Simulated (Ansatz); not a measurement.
System: Ge.

The calculation's input:

```
crystal:
  lattice:
    - [0.0, 2.88574, 5.115665]
    - [2.630497, 0.0, 5.115665]
    - [2.630497, 2.88574, 0.0]
  atoms:
    - { symbol: Ge, position: [0.72649, 0.27351, 0.72649] }
    - { symbol: Ge, position: [0.27351, 0.72649, 0.27351] }
    - { symbol: Ge, position: [0.218133, 0.218133, 0.781867] }
    - { symbol: Ge, position: [0.781867, 0.781867, 0.218133] }
hamiltonian:
  xc: pbesol
  pseudopotentials: { kind: paw }
kpoints:
  mp_grid: { grid: [5, 5, 5] }
  band_path:
    path:
      - [[0.0, 0.0, 0.0], [0.5, 0.0, 0.5], [0.5, 0.1083705569, 0.6083705569], [0.0286819066, 0.5, 0.5286819066], [0.0, 0.5, 0.5], [0.0, 0.0, 0.0], [0.5, 0.5, 0.0], [0.9713180934, 0.5, 0.4713180934], [0.9098640972, 0.4098640972, 0.5], [0.5, 0.1083705569, 0.6083705569]]
      - [[0.5, 0.8916294431, 0.3916294431], [0.5, 0.5, 0.0]]
      - [[0.0, 0.5, 0.5], [0.0901359028, 0.5901359028, 0.5]]
      - [[0.9098640972, 0.4098640972, 0.5], [0.5, 0.0, 0.5]]
      - [[0.5, 0.5, 0.5], [0.0, 0.0, 0.0]]
    npoints: 14
scf:
  occupations: { method: fermi_dirac, width: 0.05 }
  n_extra_bands: 10
output:
  forces: true
  stress: true
  eigenvalues: true
  fatbands: false
  write_density: true
  write_potential: true
  elf: true
  volumetric_format: npy
```

Launched as:

```sh
ansatz run input.yaml --threads 2 --pin off --max-ram 5632MiB --backend cpu --events-out ev --progress --plain --runs-dir out
```

Below, planes, directions and counts refer to the conventional cell (a = 5.26 Å, b = 5.77 Å, c = 10.23 Å, α = 90.00°, β = 90.00°, γ = 90.00°).

Space group Fmmm; a structure from a database of computed crystals, not necessarily the ambient phase; computed pressure about −4 GPa in this cell.

The calculation used Kohn-Sham DFT of a periodic cell, PBEsol, Ansatz PAW in Ansatz 0.2.0.

Q: What will maps of the valence pseudo-density and electron localisation function show?

A: Ge–Ge (2.61 Å): the density is about 0.37 e/Å³ at the midpoint; the ELF peaks at about 0.70 between the atoms.
Ge–Ge (2.73 Å): ρ is about 0.32 e/Å³ halfway; the ELF reaches about 0.60 near the midpoint.

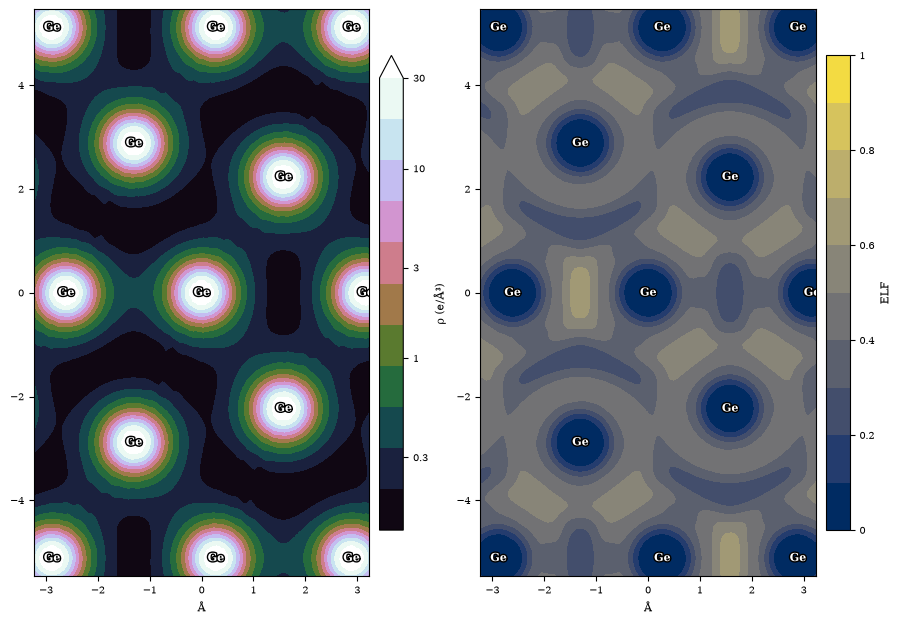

Computed valence pseudo-density and electron localisation function on the (100) plane of the conventional cell, in this order. 
